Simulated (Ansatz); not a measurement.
# Two runs on BN

System: BN (F-43m, 2 atoms in the cell).
Method of run 1: Kohn-Sham DFT of a periodic cell, RPBE with D3(BJ), Ansatz PAW, no spin polarisation (Ansatz 0.2.0).

The structure derives from a Materials Project entry. Text and figures count atoms from 1; the logs count them from 0 in places.

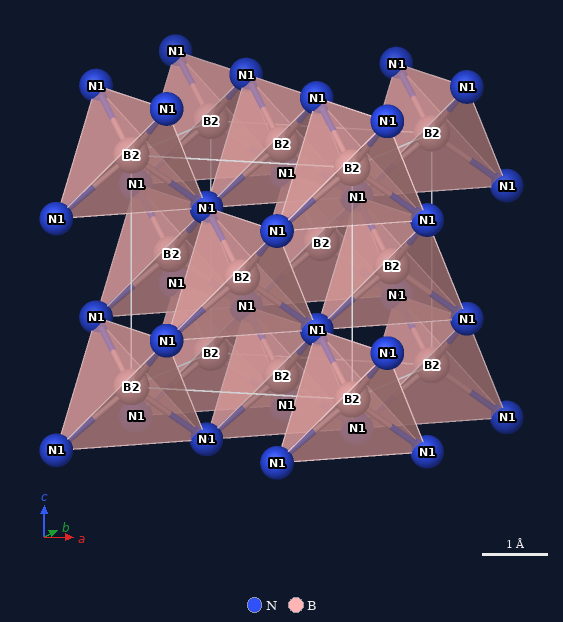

The input geometry (polyhedral view of the cell 4 times as large as that of the calculation, set on its symmetry axes, seen slightly off an axis; polyhedra are completed across the faces of the cell; atoms are numbered from 1 in the order of the input).

## The input, run 1
```yaml
crystal:
  lattice:
    - [0.0, 1.813001, 1.813001]
    - [1.813001, 0.0, 1.813001]
    - [1.813001, 1.813001, 0.0]
  atoms:
    - { symbol: "N", position: [0.25, 0.25, 0.25] }
    - { symbol: B, position: [0.0, 0.0, 0.0] }
hamiltonian:
  xc: rpbe
  pseudopotentials: { kind: paw }
  dispersion: d3bj
kpoints:
  mp_grid: { grid: [13, 13, 13] }
scf:
  occupations: { method: fermi_dirac, width: 0.05 }
output:
  forces: true
  stress: true
relax:
  f_tol: 0.01
  max_steps: 40
  cell: { stress_tol: 0.05 }
```

Launched with:
```bash
ansatz run input.yaml --threads 2 --pin off --max-ram 5632MiB --backend cpu --events-out ev --progress --plain --runs-dir out
```

Hardware: 2 threads of Intel Xeon (Sapphire Rapids), 16 GiB of memory available, shared host.

## Output, shortened to warnings, some set-up lines, iterations and results (run 1)
```
Basis set: ecut = 420 eV, 259 PW (Γ), exchange–correlation on 36×36×36 points (8 copies of the dense FFT grid, shifted against one another)
Symmetry: 24 space group operations
k-points: 84 of 2197 (time reversal used)
Initial density: superposition of atomic densities (neutral atoms: chi_scale 0, normalization atom), corrected by the library's trained network
[...]
SCF iter   1: F=—  HF=-546.062009 eV  |F-HF|=—  |Δ(HF+E_count)|=         —  Δρ=4.09e-3  dr2=1.04e-3  ethr=1.77e-3  ⟨swp⟩=4.3  Hψ=4279  notcnv=0
SCF iter   2: F=—  HF=-546.062096 eV  |F-HF|=—  |Δ(HF+E_count)|=   8.66e-5  Δρ=2.14e-3  dr2=1.62e-4  ethr=1.30e-5  ⟨swp⟩=1.4  Hψ=1426  notcnv=0
SCF iter   3: F=—  HF=-546.062180 eV  |F-HF|=—  |Δ(HF+E_count)|=   8.39e-5  Δρ=6.87e-4  dr2=3.80e-5  ethr=2.03e-6  ⟨swp⟩=2.4  Hψ=1016  notcnv=0
SCF iter   4: F=—  HF=-546.062194 eV  |F-HF|=—  |Δ(HF+E_count)|=   1.39e-5  Δρ=7.02e-5  dr2=4.74e-7  ethr=4.75e-7  ⟨swp⟩=2.3  Hψ=1030  notcnv=0
SCF iter   5: F=-546.062194 eV  HF=-546.062194 eV  |F-HF|=2.42e-8  |Δ(HF+E_count)|=   5.28e-7  Δρ=1.17e-5  dr2=9.58e-9  ethr=5.92e-9  ⟨swp⟩=2.3  Hψ=979  notcnv=0
[... 36 lines ...]
SCF iter   3: F=—  HF=-546.083164 eV  |F-HF|=—  |Δ(HF+E_count)|=   6.92e-9  Δρ=5.13e-6  dr2=2.68e-9  ethr=1.86e-10  ⟨swp⟩=2.3  Hψ=1030  notcnv=0
SCF iter   4: F=—  HF=-546.083164 eV  |F-HF|=—  |Δ(HF+E_count)|=  1.46e-10  Δρ=9.70e-7  dr2=3.57e-11  ethr=3.35e-11  ⟨swp⟩=2.8  Hψ=1037  notcnv=0
SCF iter   5: F=-546.083164 eV  HF=-546.083164 eV  |F-HF|=5.68e-13  |Δ(HF+E_count)|=  7.31e-11  Δρ=8.63e-8  dr2=3.37e-13  ethr=1.00e-12  ⟨swp⟩=5.0  Hψ=2340  notcnv=0
SCF 7 converged in 5 iterations: F = -546.083164 eV  dr2 = 3.37e-13
relax step   7: F+E_penalty+E_count = -546.08316387 eV  Δ(F+E_penalty+E_count) = +2.151e-5 eV  max|allowed force component| = 1.498e-16 eV/Å  Δτ_max = 0.0000 Å  P = -0.005 …
basis re-selected at this cell: Δ(F+E_penalty+E_count) = +2.151e-5 eV, ΔP = -0.003 GPa vs the last step (what re-selecting the basis moved, of the pressure what is left beyond the Pulay correction that the steps carried, after the strain that the cell walked since its last selection, with what the …
SCF converged after 5 iterations
Free energy (F): -546.083164 eV
Harris-Foulkes:  -546.083164 eV  (|F-HF|=5.68e-13)
Internal energy: -546.083164 eV  (E = F + TS)
E sigma→0 (E₀):  -546.083164 eV
Fermi energy:    14.079153 eV
--- Per-component energies (eV) ---
  E_band       = 29.842115
  E_kinetic    = 187.470243
  E_local      = -171.349557  (includes V_loc(G=0)·N_el)
  E_nonlocal   = 55.774193
  E_hartree    = 48.378682
  E_xc         = -94.128890
  E_vxc        = -116.977936  (∫ρ·V_xc dr)
  E_paw        = -208.873901  (= ΣΔE_a)
  E_vpaw       = -21.832290  (= ΣTr[D̂ρ^β])
  E_aug_tail   = 0.000103  (compensation charges beyond the density's cutoff)
  E_ewald      = -361.974112
  E_disp       = -1.351059  (pairwise vdW)
  E_core_change = -0.028866  (= ΣΔE_core)
  E_smearing   = -0.000000  (= −TS)
  E_closure    = -0.000000  (closes the sum)
  Σ components = -546.083164   (vs F -546.083164, Δ=0.00e0)
--- Forces (eV/Å), atoms counted from 1 ---
  atom   1  N     -0.00000000    -0.00000000    -0.00000000
  atom   2  B      0.00000000    -0.00000000    -0.00000000
  max |Σ_I F_I| component: 3.30e-16 eV/Å
--- Stress (GPa, compression-positive) ---
       -0.004879       0.000000      -0.000000
        0.000000      -0.004879       0.000000
        0.000000       0.000000      -0.004879
  P = ⅓ Tr σ = -0.0049 GPa (-0.049 kbar)
--- Relaxed structure (5 steps of the walk, 5 accepted, 2 SCFs on fresh bases) ---
  F+E_penalty+E_count = -546.08316387 eV   max|allowed force component| = 1.498e-16 eV/Å   (the final SCF, on the basis selected at the relaxed cell)
  cell:  # Å, volume = 11.4625 Å³
    - [3.3438378965877314e-34, 1.7895761964219388, 1.7895761964219388]
    - [1.7895761964219388, 1.86618000704801e-33, 1.7895761964219388]
    - [1.7895761964219388, 1.7895761964219388, 1.36619662632013e-33]
  atoms:
    - { symbol: N, position: [0.25, 0.25, 0.25] }
    - { symbol: B, position: [-2.6114590008234707e-34, 2.213100848155484e-34, 3.5409613570487737e-34] }
```

The input of run 2 differs as follows (lines with − go, lines with + come):
```diff
-  xc: rpbe
+  xc: pbesol
```

What does this change do to the results?

The total energies belong to different methods, so their difference says nothing on which is more stable or more accurate. The volume per atom goes from 5.73 to 5.80 Å³. The functional changes from RPBE to PBEsol. The SCF takes 29 iterations over all geometry steps against 32.

## Output, shortened to warnings, some set-up lines, iterations and results (run 2)
```
Basis set: ecut = 420 eV, 259 PW (Γ), exchange–correlation on 36×36×36 points (8 copies of the dense FFT grid, shifted against one another)
Symmetry: 24 space group operations
k-points: 84 of 2197 (time reversal used)
Initial density: superposition of atomic densities (neutral atoms: chi_scale 0, normalization atom), corrected by the library's trained network
[...]
SCF iter   1: F=—  HF=-534.120166 eV  |F-HF|=—  |Δ(HF+E_count)|=         —  Δρ=8.74e-3  dr2=7.05e-3  ethr=1.77e-3  ⟨swp⟩=4.3  Hψ=4244  notcnv=0
SCF iter   2: F=—  HF=-534.118048 eV  |F-HF|=—  |Δ(HF+E_count)|=   2.12e-3  Δρ=2.52e-3  dr2=5.87e-4  ethr=8.82e-5  ⟨swp⟩=2.3  Hψ=1717  notcnv=0
SCF iter   3: F=—  HF=-534.117876 eV  |F-HF|=—  |Δ(HF+E_count)|=   1.71e-4  Δρ=8.28e-4  dr2=6.01e-5  ethr=7.34e-6  ⟨swp⟩=2.0  Hψ=976  notcnv=0
SCF iter   4: F=—  HF=-534.117865 eV  |F-HF|=—  |Δ(HF+E_count)|=   1.11e-5  Δρ=1.55e-4  dr2=1.62e-6  ethr=7.51e-7  ⟨swp⟩=2.0  Hψ=1008  notcnv=0
SCF iter   5: F=-534.117865 eV  HF=-534.117865 eV  |F-HF|=2.24e-9  |Δ(HF+E_count)|=   1.24e-7  Δρ=9.88e-6  dr2=4.51e-9  ethr=2.02e-8  ⟨swp⟩=2.0  Hψ=1002  notcnv=0
[... 33 lines ...]
SCF iter   2: F=—  HF=-534.128243 eV  |F-HF|=—  |Δ(HF+E_count)|=   8.84e-7  Δρ=1.01e-5  dr2=7.68e-9  ethr=6.19e-10  ⟨swp⟩=2.0  Hψ=977  notcnv=0
SCF iter   3: F=—  HF=-534.128243 eV  |F-HF|=—  |Δ(HF+E_count)|=  6.08e-11  Δρ=3.74e-6  dr2=1.44e-9  ethr=9.60e-11  ⟨swp⟩=2.0  Hψ=1002  notcnv=0
SCF iter   4: F=-534.128243 eV  HF=-534.128243 eV  |F-HF|=7.73e-12  |Δ(HF+E_count)|=  2.85e-10  Δρ=6.95e-7  dr2=1.84e-11  ethr=1.00e-12  ⟨swp⟩=4.0  Hψ=2907  notcnv=0
SCF 7 converged in 4 iterations: F = -534.128243 eV  dr2 = 1.84e-11
relax step   7: F+E_penalty+E_count = -534.12824325 eV  Δ(F+E_penalty+E_count) = -7.998e-9 eV  max|allowed force component| = 1.365e-16 eV/Å  Δτ_max = 0.0000 Å  P = -0.010 …
basis re-selected at this cell: Δ(F+E_penalty+E_count) = -7.998e-9 eV, ΔP = -0.001 GPa vs the last step (what re-selecting the basis moved, of the pressure what is left beyond the Pulay correction that the steps carried, after the strain that the cell walked since its last selection, with what the …
SCF converged after 4 iterations
Free energy (F): -534.128243 eV
Harris-Foulkes:  -534.128243 eV  (|F-HF|=7.73e-12)
Internal energy: -534.128243 eV  (E = F + TS)
E sigma→0 (E₀):  -534.128243 eV
Fermi energy:    13.614177 eV
--- Per-component energies (eV) ---
  E_band       = 27.532781
  E_kinetic    = 186.055965
  E_local      = -172.602411  (includes V_loc(G=0)·N_el)
  E_nonlocal   = 56.864265
  E_hartree    = 47.966494
  E_xc         = -92.941669
  E_vxc        = -116.040395  (∫ρ·V_xc dr)
  E_paw        = -198.652892  (= ΣΔE_a)
  E_vpaw       = -22.677739  (= ΣTr[D̂ρ^β])
  E_aug_tail   = 0.000101  (compensation charges beyond the density's cutoff)
  E_ewald      = -360.567602
  E_disp       = -0.293303  (pairwise vdW)
  E_core_change = 0.042810  (= ΣΔE_core)
  E_smearing   = -0.000000  (= −TS)
  E_closure    = 0.000000  (closes the sum)
  Σ components = -534.128243   (vs F -534.128243, Δ=0.00e0)
--- Forces (eV/Å), atoms counted from 1 ---
  atom   1  N     -0.00000000    -0.00000000    -0.00000000
  atom   2  B      0.00000000     0.00000000    -0.00000000
  max |Σ_I F_I| component: 1.71e-16 eV/Å
--- Stress (GPa, compression-positive) ---
       -0.009805      -0.000000      -0.000000
       -0.000000      -0.009805       0.000000
       -0.000000       0.000000      -0.009805
  P = ⅓ Tr σ = -0.0098 GPa (-0.098 kbar)
--- Relaxed structure (5 steps of the walk, 5 accepted, 2 SCFs on fresh bases) ---
  F+E_penalty+E_count = -534.12824325 eV   max|allowed force component| = 1.365e-16 eV/Å   (the final SCF, on the basis selected at the relaxed cell)
  cell:  # Å, volume = 11.5972 Å³
    - [-4.458450528783641e-34, 1.7965570143042524, 1.7965570143042524]
    - [1.7965570143042524, 1.9593297770243825e-33, 1.7965570143042524]
    - [1.7965570143042524, 1.7965570143042524, 1.11859339159661e-33]
  atoms:
    - { symbol: N, position: [0.25, 0.25, 0.25] }
    - { symbol: B, position: [-2.962788760468155e-34, 1.989024387279742e-34, 3.0125835295516537e-34] }
```

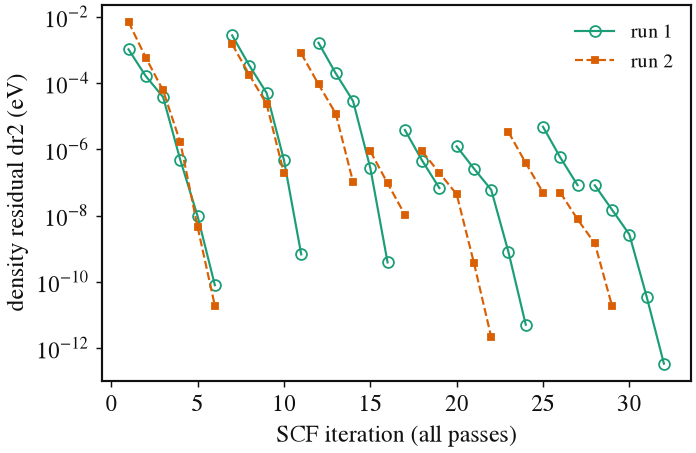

Convergence of the two runs: density residual dr2 against the SCF iteration. A break in a curve parts two SCF passes. Run 1 takes 32 iterations in all, and run 2 takes 29.

## The two runs side by side

| quantity | run 1 | run 2 |
| --- | --- | --- |
| outcome | converged | converged |
| free energy per atom (eV) | −273.0416 | −267.0641 |
| pressure (GPa) | 0.00 | −0.01 |
| volume per atom (Å³) | 5.73 | 5.80 |
| largest force (eV/Å) | 0.000 | 0.000 |
| SCF iterations | 32 | 29 |
| irreducible k-points | 84 | 84 |
| wall time (shared host) | 4.1 s | 5.3 s |

For run 1: Points of doubt noted for this run: forces on files of another functional.
